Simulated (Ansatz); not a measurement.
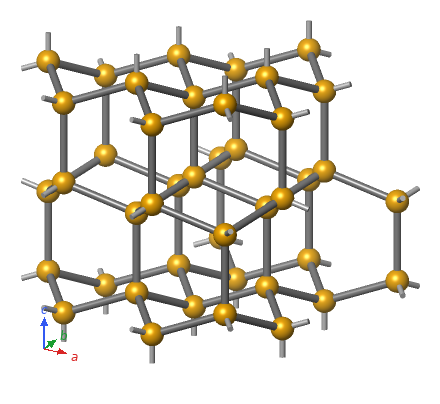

The picture shows a finite piece of the underlying net of a crystal structure, nodes on the atoms' positions. Nodes are coloured by topological kind. Edges to nodes outside the piece are drawn as stubs.

### What net is this?

A uninodal 4-connected, three-periodic net. It is the lon net, known from lonsdaleite, wurtzite and tridymite.

### Give point symbol and coordination sequence.

6⁶, sequence 4, 12, 25, 44, 67.

Where the net comes from. ZnO (space group P6_3mc, No. 186). Coordinates: the end point of a relaxation with Ansatz, DFT, PBE, PAW with Ansatz's default frozen-core files, scalar-relativistic; the starting structure was generated, so it need not be a known form of this composition. Bonds are taken as O–Zn below 2.3 Å. The graph is simplified in the usual way: terminal and isolated atoms are pruned, two-connected atoms become edges. Zn and O are 4-connected nodes.
